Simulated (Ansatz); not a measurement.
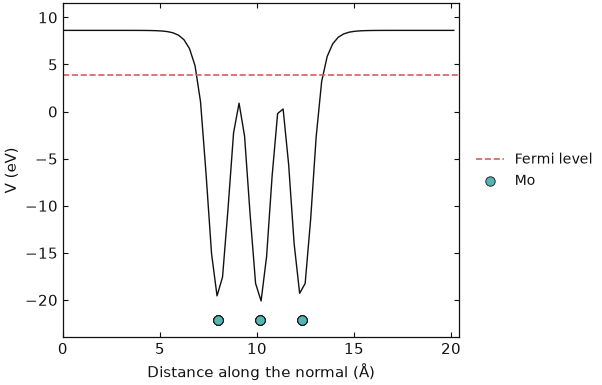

Plane-averaged electrostatic potential energy of an electron across the slab; circles at the bottom mark the heights of the atoms (positions after relaxation).

The material is a (110) slab cut from Mo (Im-3m), 27 atoms in the cell.

Ansatz 0.2.0; DFT PBE+D3(BJ), scalar-relativistic, plane waves, PAW, no spin polarisation, 3×3×1 k mesh, Gaussian smearing of 0.1 eV.

### Read off the work function of each face.

The work function is 4.69 eV, the same on both faces. The two vacuum levels agree, so the slab has no net dipole along its normal.

### How thick are slab and vacuum?

The outermost atoms are 4.3 Å apart, which leaves 16.1 Å of vacuum in a cell 20.4 Å high.
